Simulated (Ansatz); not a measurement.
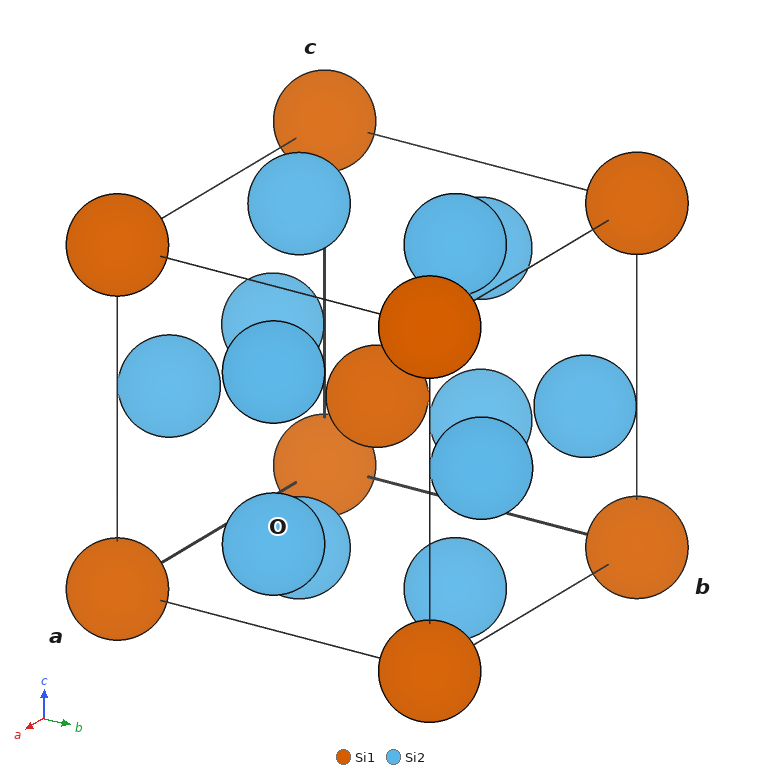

For Si, the geometry relaxed with DFT, RPBE, plane waves (420 eV) with PAW, scalar-relativistic in Ansatz 0.2.0; the starting structure was generated, so it need not be a known form of this composition: one unit cell; atoms that symmetry makes equivalent share a colour (atoms on faces, edges and corners are repeated). All values are computed from the atomic coordinates in the standard setting (tolerance 0.002 Å).

a = 4.935 Å, b = 4.935 Å, c = 4.935 Å, α = 90.00°, β = 90.00°, γ = 90.00°; space group Pm-3n, No. 223.

One atom of each site: Si1 (0, 0, 0); Si2 (1/4, 0, 1/2).

### Give the multiplicity, Wyckoff letter and site symmetry of each site.

| site | Wyckoff | symmetry |
| --- | --- | --- |
| Si1 | 2a | m-3. |
| Si2 | 6c | -4m.2 |

### How many free positional parameters does the structure have?

0: Si1 0, Si2 0.
